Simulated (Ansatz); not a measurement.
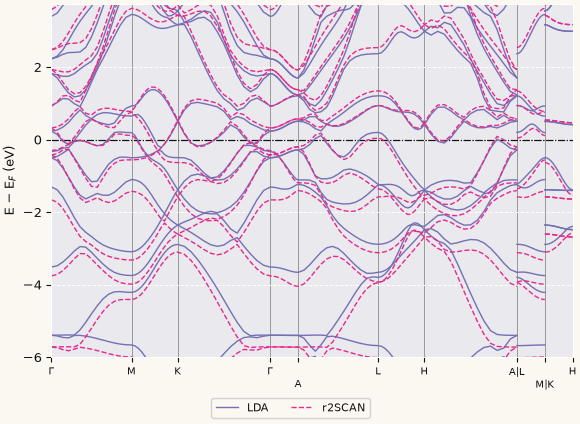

Band structures of Ta$_{3}$N, space group P-3m1 (No. 164), 4 atoms in the cell (a = 3.032 Å, c = 7.524 Å (hexagonal axes)), by two methods on the same cell. Each is counted from its own Fermi level.

### How do the methods compare?

Both give a metal. Levels within 1 eV of the Fermi level in either run differ by 0.07 eV on average and by 0.20 eV at most (between L and H). Filled levels 1 to 5 eV under it lie 0.22 eV deeper on average in r2SCAN than in LDA.

Settings. LDA: Ansatz PAW, no spin polarisation, no spin-orbit coupling, 10×10×4 k mesh, 420 eV cutoff, Fermi-Dirac smearing of 0.05 eV (Ansatz). r2SCAN: Ansatz PAW, no spin polarisation, no spin-orbit coupling, 10×10×4 k mesh, 500 eV cutoff, Fermi-Dirac smearing of 0.05 eV (Ansatz 0.2.0).

Bands are joined in order of energy. The cell is at −13 GPa in LDA and −4 GPa in r2SCAN. Spin-orbit coupling is left out, which matters for Ta. The PAW data sets were made with another functional. The cell comes from a database of computed structures, and whether it is the stable form of this composition wasn't checked.
